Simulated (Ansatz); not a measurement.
## Single-point calculation, with input and output: SrTiO$_{3}$ (part 2 of 2)

Continued. System: SrTiO$_{3}$ (I4/mcm, 40 atoms in the cell). Method: DFT PBE, scalar-relativistic, plane waves, PAW, no spin polarisation (Ansatz 0.2.0); cutoff 420 eV, 2×2×2 k-mesh, Gaussian smearing of 0.05 eV. The structure derives from an entry of the Crystallography Open Database.

**The program's output, continued**
```
  k-point 0: bands = ["-46.3129", "-46.3116", "-46.3116", "-46.3116", "-46.3103", "-46.3103", "-46.3103", "-46.3090", "-22.7394", "-22.7394", "-22.7393", "-22.6480", "-22.6480", "-22.6480", "-22.6480", "-22.6479", "-22.6479", "-22.6440", "-22.6440", "-22.6440", "-22.6116", "-22.5782", "-22.5781", "-22.5781", "-22.5750", "-22.5750", "-22.5749", "-22.5749", "-22.5749", "-22.5749", "-22.5720", "-22.5719", "-22.5719", "-22.5674", "-22.5674", "-22.5674", "-22.5484", "-22.4973", "-22.4973", "-22.4973",
      "-7.5800", "-7.5784", "-7.5784", "-7.3575", "-6.7110", "-6.7110", "-6.7098", "-6.4906", "-6.4906", "-6.4876", "-6.4876", "-6.4871", "-6.4871", "-6.3769", "-6.3706", "-6.3307", "-6.3302", "-6.3302", "-6.0303", "-6.0299", "-6.0299", "-5.9984", "-5.9984", "-5.9970", "-4.8831", "-4.8831", "-4.8745", "-4.6100", "-4.6080", "-4.6080", "-4.5617", "-4.5617", "-4.5611", "-4.5611", "-4.5600", "-4.5600", "-4.5024", "-4.5024", "-4.5019", "-4.2000",
      "-4.2000", "-4.1999", "-4.1999", "-4.1952", "-4.1952", "-4.0248", "-4.0248", "-4.0223", "5.4160", "5.4168", "5.4168", "5.4491", "5.5504", "5.5504", "5.5521", "5.7460", "5.7460", "5.7477", "5.8757", "5.8761", "5.8761", "5.8937", "5.8950", "6.3401", "6.3416", "6.3416", "7.2115", "7.2115", "7.2132", "7.2132", "7.2166", "7.2166", "7.2367", "7.2367", "7.2378", "7.2378", "7.2380", "7.2380", "7.2638", "7.2649",
      "7.2649", "7.5991", "7.5997", "7.5997", "7.7166", "7.7166", "7.7183", "7.7183", "7.7188", "7.7188", "8.0821", "8.0821", "8.0921", "8.3719", "8.3727", "8.3727", "8.5150", "8.5150", "8.5168", "8.5168", "8.5212", "8.5212", "8.8968", "8.8990", "8.8990", "9.3597", "9.3597", "9.3601", "9.3601", "9.3621", "9.3621", "9.7387", "9.7389", "9.7389", "9.9908", "9.9917", "9.9917", "10.0715", "10.0775", "10.0775",
      "11.9617", "11.9617", "11.9624", "12.1274", "12.1274", "12.1290", "13.8812", "13.8812", "13.8976", "13.8976", "13.8983", "13.8983", "13.9049", "13.9049", "13.9082", "13.9082", "13.9264", "13.9264", "14.3334", "14.3661", "14.3661", "14.4227", "14.4490", "14.4677", "14.4677", "14.4961"]
  k-point 1: bands = ["-46.3123", "-46.3123", "-46.3110", "-46.3110", "-46.3110", "-46.3110", "-46.3096", "-46.3096", "-22.7032", "-22.7032", "-22.7032", "-22.7032", "-22.6900", "-22.6900", "-22.6460", "-22.6460", "-22.6460", "-22.6460", "-22.6117", "-22.6117", "-22.6117", "-22.6117", "-22.6082", "-22.6082", "-22.5765", "-22.5765", "-22.5765", "-22.5765", "-22.5734", "-22.5734", "-22.5734", "-22.5734", "-22.5579", "-22.5579", "-22.5235", "-22.5235", "-22.5228", "-22.5228", "-22.5228", "-22.5228",
      "-7.4264", "-7.4264", "-7.2527", "-7.2527", "-7.2527", "-7.2527", "-6.3696", "-6.3696", "-6.3537", "-6.3537", "-6.2894", "-6.2894", "-6.2891", "-6.2891", "-6.2891", "-6.2891", "-6.2883", "-6.2883", "-6.2883", "-6.2883", "-6.2819", "-6.2819", "-6.2819", "-6.2819", "-4.6941", "-4.6941", "-4.5893", "-4.5893", "-4.5893", "-4.5893", "-4.5316", "-4.5316", "-4.5316", "-4.5316", "-4.4929", "-4.4929", "-4.4929", "-4.4929", "-4.3584", "-4.3584",
      "-4.3584", "-4.3584", "-4.2828", "-4.2828", "-4.1402", "-4.1402", "-4.1402", "-4.1402", "5.5697", "5.5697", "5.7135", "5.7135", "5.7135", "5.7135", "5.8767", "5.8767", "5.8845", "5.8845", "6.0794", "6.0794", "6.0794", "6.0794", "6.5394", "6.5394", "6.6475", "6.6475", "6.6475", "6.6475", "6.6550", "6.6550", "6.6550", "6.6550", "6.9235", "6.9235", "7.2294", "7.2294", "7.2294", "7.2294", "7.2317", "7.2317",
      "7.2317", "7.2317", "7.4590", "7.4590", "7.4590", "7.4590", "8.1976", "8.1976", "8.1976", "8.1976", "8.2595", "8.2595", "8.2595", "8.2595", "8.4128", "8.4128", "8.4615", "8.4615", "8.6149", "8.6149", "8.6149", "8.6149", "8.7690", "8.7690", "8.7690", "8.7690", "9.4092", "9.4092", "9.4092", "9.4092", "9.4369", "9.4369", "9.4369", "9.4369", "9.4967", "9.4967", "9.4967", "9.4967", "10.0308", "10.0308",
      "12.0436", "12.0436", "13.0265", "13.0265", "13.0265", "13.0265", "13.0914", "13.0914", "13.0914", "13.0914", "13.9010", "13.9010", "13.9010", "13.9010", "14.0228", "14.0228", "14.0228", "14.0228", "14.1929", "14.1929", "14.1929", "14.1929", "14.4013", "14.4013", "14.5322", "14.5322"]
  k-point 2: bands = ["-46.3123", "-46.3123", "-46.3110", "-46.3110", "-46.3110", "-46.3110", "-46.3096", "-46.3096", "-22.7032", "-22.7032", "-22.7032", "-22.7032", "-22.6900", "-22.6900", "-22.6460", "-22.6460", "-22.6459", "-22.6459", "-22.6117", "-22.6117", "-22.6117", "-22.6117", "-22.6082", "-22.6082", "-22.5766", "-22.5766", "-22.5765", "-22.5765", "-22.5735", "-22.5735", "-22.5734", "-22.5734", "-22.5579", "-22.5579", "-22.5234", "-22.5234", "-22.5228", "-22.5228", "-22.5228", "-22.5228",
      "-7.4256", "-7.4256", "-7.2540", "-7.2540", "-7.2524", "-7.2524", "-6.3708", "-6.3708", "-6.3553", "-6.3553", "-6.3125", "-6.3125", "-6.3004", "-6.3004", "-6.2886", "-6.2886", "-6.2882", "-6.2882", "-6.2802", "-6.2802", "-6.2694", "-6.2694", "-6.2644", "-6.2644", "-4.6986", "-4.6986", "-4.5857", "-4.5857", "-4.5842", "-4.5842", "-4.5322", "-4.5322", "-4.5317", "-4.5317", "-4.4968", "-4.4968", "-4.4909", "-4.4909", "-4.3615", "-4.3615",
      "-4.3614", "-4.3614", "-4.2834", "-4.2834", "-4.1406", "-4.1406", "-4.1363", "-4.1363", "5.5685", "5.5685", "5.7143", "5.7143", "5.7147", "5.7147", "5.8781", "5.8781", "5.8852", "5.8852", "6.0794", "6.0794", "6.0799", "6.0799", "6.5364", "6.5364", "6.6472", "6.6472", "6.6483", "6.6483", "6.6555", "6.6555", "6.6580", "6.6580", "6.9226", "6.9226", "7.2277", "7.2277", "7.2304", "7.2304", "7.2304", "7.2304",
      "7.2328", "7.2328", "7.4557", "7.4557", "7.4573", "7.4573", "8.1951", "8.1951", "8.1986", "8.1986", "8.2585", "8.2585", "8.2611", "8.2611", "8.4129", "8.4129", "8.4584", "8.4584", "8.6160", "8.6160", "8.6190", "8.6190", "8.7685", "8.7685", "8.7702", "8.7702", "9.4076", "9.4076", "9.4092", "9.4092", "9.4381", "9.4381", "9.4387", "9.4387", "9.4949", "9.4949", "9.4951", "9.4951", "10.0345", "10.0345",
      "12.0423", "12.0423", "13.0273", "13.0273", "13.0285", "13.0285", "13.0913", "13.0913", "13.0930", "13.0930", "13.8988", "13.8988", "13.9028", "13.9028", "14.0204", "14.0204", "14.0260", "14.0260", "14.1861", "14.1861", "14.1923", "14.1923", "14.4645", "14.4645", "14.4746", "14.4746"]
  k-point 5: bands = ["-46.3110", "-46.3110", "-46.3110", "-46.3110", "-46.3110", "-46.3110", "-46.3110", "-46.3110", "-22.6687", "-22.6687", "-22.6687", "-22.6687", "-22.6687", "-22.6687", "-22.6687", "-22.6687", "-22.6114", "-22.6114", "-22.6114", "-22.6114", "-22.6114", "-22.6114", "-22.6114", "-22.6114", "-22.6114", "-22.6114", "-22.6114", "-22.6114", "-22.6114", "-22.6114", "-22.6114", "-22.6114", "-22.5207", "-22.5207", "-22.5207", "-22.5207", "-22.5207", "-22.5207", "-22.5207", "-22.5207",
      "-7.0596", "-7.0596", "-7.0596", "-7.0596", "-7.0596", "-7.0596", "-7.0596", "-7.0596", "-6.3276", "-6.3276", "-6.3276", "-6.3276", "-6.3276", "-6.3276", "-6.3276", "-6.3276", "-6.3048", "-6.3048", "-6.3048", "-6.3048", "-6.3048", "-6.3048", "-6.3048", "-6.3048", "-4.5645", "-4.5645", "-4.5645", "-4.5645", "-4.5645", "-4.5645", "-4.5645", "-4.5645", "-4.5365", "-4.5365", "-4.5365", "-4.5365", "-4.5365", "-4.5365", "-4.5365", "-4.5365",
      "-4.2014", "-4.2014", "-4.2014", "-4.2014", "-4.2014", "-4.2014", "-4.2014", "-4.2014", "6.0396", "6.0396", "6.0396", "6.0396", "6.0396", "6.0396", "6.0396", "6.0396", "6.7226", "6.7226", "6.7226", "6.7226", "6.7226", "6.7226", "6.7226", "6.7226", "6.7378", "6.7378", "6.7378", "6.7378", "6.7378", "6.7378", "6.7378", "6.7378", "7.1138", "7.1138", "7.1138", "7.1138", "7.1138", "7.1138", "7.1138", "7.1138",
      "7.1172", "7.1172", "7.1172", "7.1172", "7.1172", "7.1172", "7.1172", "7.1172", "7.2961", "7.2961", "7.2961", "7.2961", "7.2961", "7.2961", "7.2961", "7.2961", "9.1309", "9.1309", "9.1309", "9.1309", "9.1309", "9.1309", "9.1309", "9.1309", "9.1725", "9.1725", "9.1725", "9.1725", "9.1725", "9.1725", "9.1725", "9.1725", "9.4540", "9.4540", "9.4540", "9.4540", "9.4540", "9.4540", "9.4540", "9.4540",
      "13.4620", "13.4620", "13.4620", "13.4620", "13.4620", "13.4620", "13.4620", "13.4620", "13.5139", "13.5139", "13.5139", "13.5139", "13.5139", "13.5139", "13.5139", "13.5139", "13.5227", "13.5227", "13.5227", "13.5227", "13.5227", "13.5227", "13.5227", "13.5227", "16.6245", "16.6245"]
```

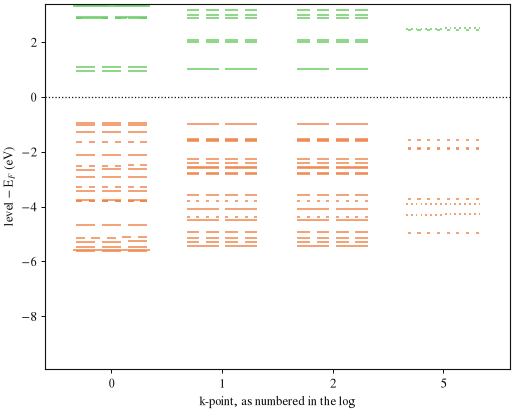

*Kohn–Sham levels near the Fermi level (dotted) at the few k-points that the log prints; levels within 0.02 eV of each other stand side by side.*

Among these points the highest filled and lowest empty levels are 1.88 eV apart, which is the gap on the mesh.

**Key numbers**

```csv
quantity,value
outcome,converged
space group (tolerance 0.01 Å),I4/mcm (140)
electrons treated,320
free energy,−62035.5233 eV
Fermi energy,11.019 eV
gap on the k-point mesh,1.88 eV
largest force (length of the vector),0.017 eV/Å
wall time,9.1 s (CPU time 35 s)
peak memory,2.1 GiB
```
